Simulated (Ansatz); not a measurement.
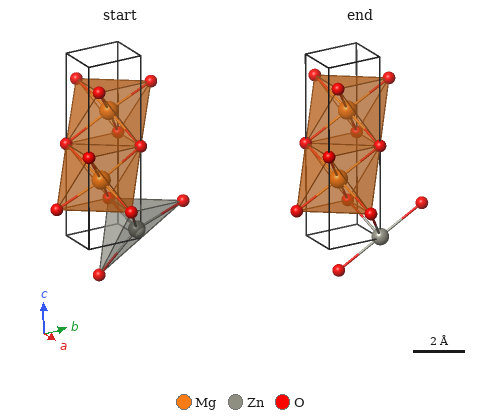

The structure of solid Mg2ZnO3 (built on the database structure type) before (left) and after (right) a relaxation, at one scale.

The picture is a polyhedral view of the cell of the calculation, seen slightly off an axis.

Case: shaken.

Level of theory: DFT, PBEsol, plane waves, PAW in Ansatz.

The input:
```yaml
crystal:
  lattice:
    - [3.0152306742, -0.0250488422, -0.0016536283]
    - [-1.5293082708, 2.6409353631, 0.0110015759]
    - [-0.0040319453, 0.0286464195, 7.3377059003]
  atoms:
    - { symbol: Mg, position: [0.2850077048, 0.6961036355, 0.6633486236] }
    - { symbol: Mg, position: [0.68921684, 0.3739805235, 0.3329640235] }
    - { symbol: Zn, position: [-0.0546357823, -0.0514610926, 0.0470230364] }
    - { symbol: O, position: [0.3045850671, 0.6858249108, 0.1843915355] }
    - { symbol: O, position: [0.607435256, 0.3690976324, 0.8063560428] }
    - { symbol: O, position: [-0.0198515522, 0.0101529632, 0.5007600343] }
kpoints:
  mp_grid: { grid: [6, 6, 2] }
hamiltonian:
  xc: pbesol
scf:
  occupations: { method: fermi_dirac, width: 0.05 }
relax:
  f_tol: 0.01
  cell: {}
  max_steps: 120
```

Launched with:
```bash
ansatz run input.yaml --threads 2 --pin off --max-ram 2211MiB --backend cpu --events-out ev --progress --plain --runs-dir out
```

> What changed between the two?

The largest move relative to the cell is that of Zn3, 0.35 Å along [1 3 −2]. Largest moves by element: Zn 0.35 Å, O 0.24 Å, Mg 0.15 Å. The volume changes by −2.3 %, with a 3.015 → 2.997 Å (−0.6 %), b 3.052 → 2.997 Å (−1.8 %), c 7.338 → 7.306 Å (−0.4 %), α 89.6° → 90.0°, γ 120.6° → 120.0°. Among the contacts that change: Zn3–O5 2.664 → 2.135 Å, Mg2–Zn3 2.578 → 2.990 Å, Zn3–O5 (another image) 2.474 → 2.135 Å, Zn3–O4 1.924 → 2.135 Å. New bonds form: Zn3–O5 (2.66 → 2.13 Å). Among the angles between lasting bonds that change: O4–Zn3–O5 158.0° → 180.0°, Mg1–O5–Zn3 161.0° → 178.6°, Zn3–O4–Zn3 102.2° → 89.1°. The space group (tolerance 0.01 Å) goes from P1 (No. 1) to P-3m1 (No. 164). After 6 accepted moves (8 points after the start) the energy has fallen by 1.272 eV per cell of the calculation. The largest force component goes from 4.7 to 0.00027 eV/Å. The pressure goes from 3.46 to −0.01 GPa. At 2 points the geometry stayed and the basis and grid were re-selected for the new cell (energy shift of 5.3 meV per cell of the calculation at most each time). Cost: 29 s on 2 threads of Arm Neoverse V1, with other jobs on the host, peak memory 0.35 GiB.
